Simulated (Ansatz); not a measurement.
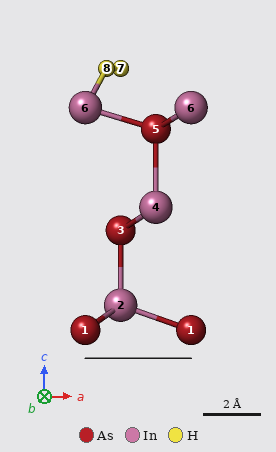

This is the input geometry for a constrained relaxation of a slab of composition In$_{3}$As$_{3}$H$_{2}$ (cut from the F-43m phase). The picture is a ball-and-stick view of the 1 × 2 repeat of the cell, outlined in the plane, without the vacuum, seen along the b axis.

Case: H2 put at a hollow As-As-As site. The slab is the (1 1 1) face of InAs with H2 on it. 3 atoms are held fixed.

These are results of DFT PBEsol, scalar-relativistic, plane waves, PAW in Ansatz, not measurements.

Input
```yaml
crystal:
  lattice:
    - [4.304488435, 0.0, 0.0]
    - [-2.1522442175, 3.727796335, 0.0]
    - [0.0, 0.0, 26.9078502021]
  atoms:
    - { symbol: As, position: [0.0, 0.0, 0.3158929434] }
    - { symbol: In, position: [0.3333333333, 0.6666666667, 0.3485469836] }
    - { symbol: As, position: [0.3333333333, 0.6666666667, 0.4465091042] }
    - { symbol: In, position: [0.6666666667, 0.3333333333, 0.4769106334] }
    - { symbol: As, position: [0.6666666667, 0.3333333333, 0.579500937] }
    - { symbol: In, position: [0.0, 0.0, 0.6075494788] }
    - { symbol: H, position: [0.3333333333, 0.6666666667, 0.6588356273] }
    - { symbol: H, position: [0.1994748573, 0.4696610271, 0.6588356273] }
basis:
  ecutwfc: 420
kpoints:
  mp_grid: { grid: [9, 9, 1] }
hamiltonian:
  xc: pbesol
scf:
  occupations: { method: gaussian, width: 0.1 }
output:
  forces: true
  eigenvalues: true
  write_density: true
  write_potential: true
  elf: true
  volumetric_format: npy
relax:
  adjacent_minimum: "off"
  f_tol: 0.03
  max_steps: 70
  constraints: [{ sites: [0, 1, 2] }]
efield:
  axis: 3
  dipole_correction: true
  ramp_width: 0.04
```

Run as
```bash
ansatz run input.yaml --threads 4 --pin off --max-ram 10240MiB --backend cpu --events-out ev --progress --plain --runs-dir out
```

Question: Predict the outcome.

Answer: The largest move is that of H7, 1.48 Å along the normal (+c). Largest moves by element: H 1.48 Å, In 0.06 Å, As 0.05 Å. The lattice vectors keep their values. Among the contacts that change: In6–H8 2.234 → 3.114 Å, H7–H8 0.750 → 0.764 Å, In4–As5 2.760 → 2.750 Å, As5–In6 2.597 → 2.603 Å. After 14 accepted moves (15 points after the start) the energy has fallen by 0.248 eV per cell of the calculation. The largest force component goes from 1.1 to 0.02 eV/Å. 1 step only repeated the SCF at the same geometry. Cost: 7.7 min on 4 threads of Arm Neoverse V2 (shared host), peak memory 1.4 GiB.

After the run, drawn alike:

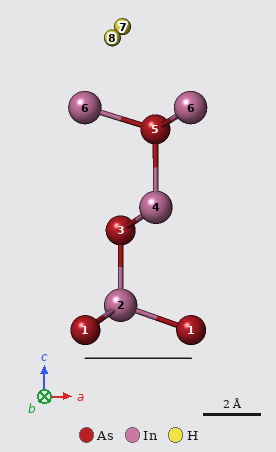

Limits of the set-up: the periodic images lie only 4.3 Å apart, so the values are limited by the cell's size.
